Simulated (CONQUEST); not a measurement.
**A series of single points on Zn**

System: Zn (Fm-3m, 2 atoms in the cell).
Method: Kohn-Sham DFT of a periodic cell, PBE, PseudoDojo NC PBE, no spin polarisation (CONQUEST 1.3).

The 7 runs differ only in the geometry, by an even scaling of the cell at fixed fractional positions. The structure derives from a Materials Project entry.

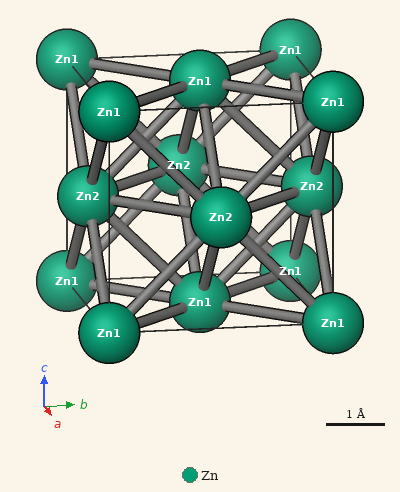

Figure 1. The structure of run 4 (ball-and-stick view of the cell 2 times as large as that of the calculation, set on its symmetry axes, seen slightly off an axis; atoms are numbered from 1 in the order of the input).

**Input of run 4**
```
IO.Title Zn
IO.Coordinates coords.dat
IO.FractionalAtomicCoords T
IO.Iprint 2
IO.Iprint_init 1
General.NumberOfSpecies 1
General.PseudopotentialType hamann
AtomMove.TypeOfRun static
AtomMove.FullStress T
Grid.PointsAlongX 32
Grid.PointsAlongY 32
Grid.PointsAlongZ 40
DM.SolutionMethod diagon
Diag.MPMesh T
Diag.GammaCentred T
Diag.MPMeshX 10
Diag.MPMeshY 10
Diag.MPMeshZ 7
Diag.kT 0.00183747
minE.SCTolerance 1e-6
SC.MaxIters 100
IO.AtomChargeOutput T
%block ChemicalSpeciesLabel
1 65.390 Zn
%endblock
```

Command:
```bash
Conquest
```

Lattice vectors (Å) and fractional positions of run 4:
```
   2.778613    0.000000    0.000000
   0.000000    2.778613    0.000000
   0.000000    0.000000    3.929552
Zn  0.000000  0.000000  0.000000
Zn  0.500000  0.500000  0.500000
```

Run 6 has the same physical settings and fractional positions; its lattice vectors (Å) are:
```
   2.815178    0.000000    0.000000
   0.000000    2.815178    0.000000
   0.000000    0.000000    3.981263
```

**Results, with one run withheld**

| run | volume per atom (Å³) | free energy per atom, from the lowest run given (meV) | pressure (GPa) |
| --- | --- | --- | --- |
| 1 | 14.259 | 40.18 | 9.38 |
| 2 | 14.563 | 24.65 | 7.05 |
| 3 | 14.866 | 13.49 | 4.85 |
| 4 | 15.169 | 6.14 | 3.13 |
| 5 | 15.473 | 1.13 | 1.91 |
| 6 | 15.776 | ? | ? |
| 7 | 16.080 | 0.00 | −1.19 |

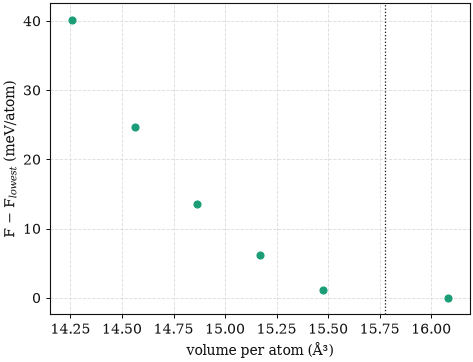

Figure 2. Free energy per atom of the runs given; the dotted line marks run 6.

Fit the runs given and predict run 6.

A cubic polynomial in V^(−2/3) (the Birch–Murnaghan form), fitted to the 6 runs given, misses them by at most 0.26 meV per atom. With x = V^(−2/3) − 0.16406 Å⁻², it reads F = 8.5229 + 3311.6 x + 3.1258e+05 x² + 2.2031e+06 x³ (meV per atom). At run 6 it gives −0.52 meV per atom, and the run itself gives −0.91. The slope of the fit gives a pressure −dF/dV of 0.33 GPa there, and the run prints 0.31 GPa. The fit has its minimum at 15.858 Å³ per atom, where V d²F/dV² gives 62.1 GPa: the bulk modulus at this level, since symmetry fixes the shape and the positions.

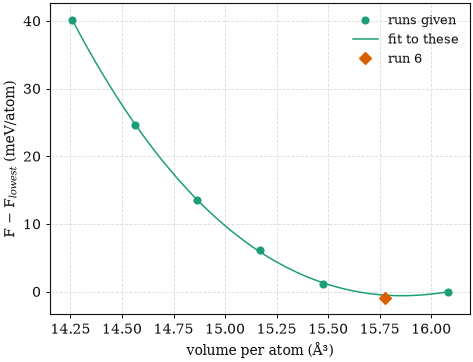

Figure 3. The fit and the withheld run.

**Some lines of the output (run 6)**
```
[...]
          DFT Total Energy                 :      -418.050220714755142 Ha
          Free Energy (E-TS)               :      -418.060973014707770 Ha
          DFT Total Energy                 :      -418.060886121380690 Ha
          Free Energy (E-TS)               :      -418.061021418802284 Ha
          DFT Total Energy                 :      -418.060903410161814 Ha
          Free Energy (E-TS)               :      -418.061042464705906 Ha
          DFT Total Energy                 :      -418.060904670065497 Ha
          Free Energy (E-TS)               :      -418.061042312952168 Ha
          DFT Total Energy                 :      -418.060904547440543 Ha
          Free Energy (E-TS)               :      -418.061042282736935 Ha
          DFT Total Energy                 :      -418.060904577413908 Ha
      | Free Energy as E-TS      =      -418.061042282736935 Ha
      |* DFT total energy        =      -418.060904577413908 Ha
    force: Average pressure:      0.30838078 GPa
```

Notes: With a small basis of atomic orbitals these values can differ much from converged plane-wave results.
